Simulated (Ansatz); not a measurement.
This input was run:

```
crystal:
  lattice:
    - [0.0, 3.6275694272, 3.42320414]
    - [3.6275694272, 0.0, 3.42320414]
    - [3.6275694272, 3.6275694272, 0.0]
  atoms:
    - { symbol: Pb, position: [0.0, 0.0, 0.0] }
    - { symbol: Se, position: [0.25, 0.25, 0.25] }
kpoints:
  mp_grid: { grid: [4, 4, 4] }
  band_path:
    path:
      - [0.0, 0.0, 0.0]
      - [-0.5, -0.5, 0.0]
      - [-0.375, -0.375, 0.25]
      - [-0.375, 0.0, 0.375]
      - [0.0, 0.0, 0.5]
      - [-0.5, -0.25, 0.25]
      - [0.25, -0.25, -0.5]
    npoints: 1
hamiltonian:
  xc: hse06
scf:
  occupations: { method: fixed }
  n_extra_bands: 4
output:
  forces: true
  stress: true
  eigenvalues: true
```

Launched with:
```bash
ansatz run input.yaml --threads 4 --pin off --max-ram 3686MiB --backend cpu --events-out ev --progress --plain --runs-dir out
```

Predict the main features of the density of states.

There is a gap; over the k points computed it is 1.17 eV (indirect; the smallest direct gap is 1.75 eV). The upper group of valence states starts about 3.0 eV under the valence-band top, with a gap beneath it; it holds about 6 electrons a cell. Within the window shown, the tallest peak of the filled states lies 2.9 eV under the valence-band top, at about 3.8 states per eV and cell.

Spin-orbit coupling is left out, which matters for Pb.

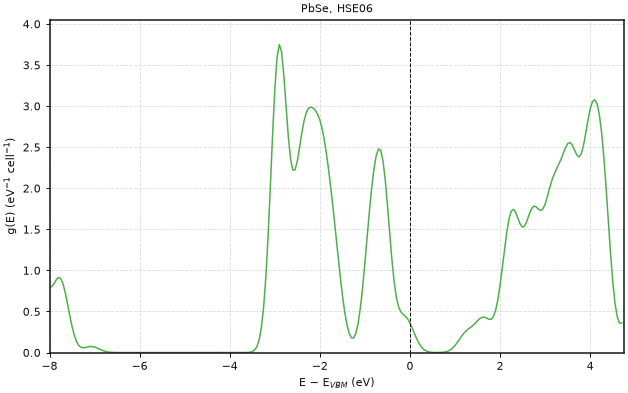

Density of states. Energies are counted from the top of the valence band. The curve is built from the levels of the k mesh with Gaussians 0.4 eV wide, which also blur the band edges.
